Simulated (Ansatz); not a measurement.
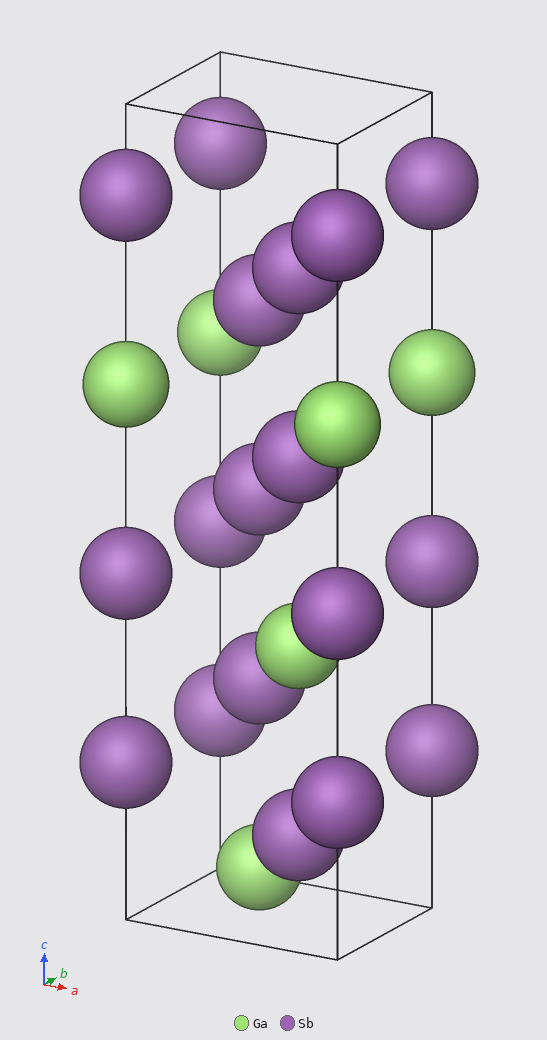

The image is a spheres-only drawing of a crystal, viewed slightly off an axis. Thin lines show the conventional unit cell, with boundary atoms drawn in all their periodic places.

GaSb3, space group P3m1 (No. 156), a = 5.16 Å, b = 5.16 Å, c = 13.64 Å, α = 90.00°, β = 90.00°, γ = 120.00°.

Computational set-up: Ansatz 0.2.0, DFT PBE+D3(BJ), scalar-relativistic, plane waves, PAW, a kinetic-energy cutoff of 420 eV, k-points about 0.13 Å⁻¹ apart, Gaussian smearing of 0.15 eV, no spin polarisation.

### Classify it as metallic or gapped, with the value.

A metal: bands cross the Fermi level.

### Which way would the volume go on relaxing?

The computed pressure is -1.4 GPa (stretched: it would shrink).

The initial geometry was a structure listed in the Materials Project. The cell was then strained or its atoms displaced on purpose. A calculation with Ansatz used it as input.
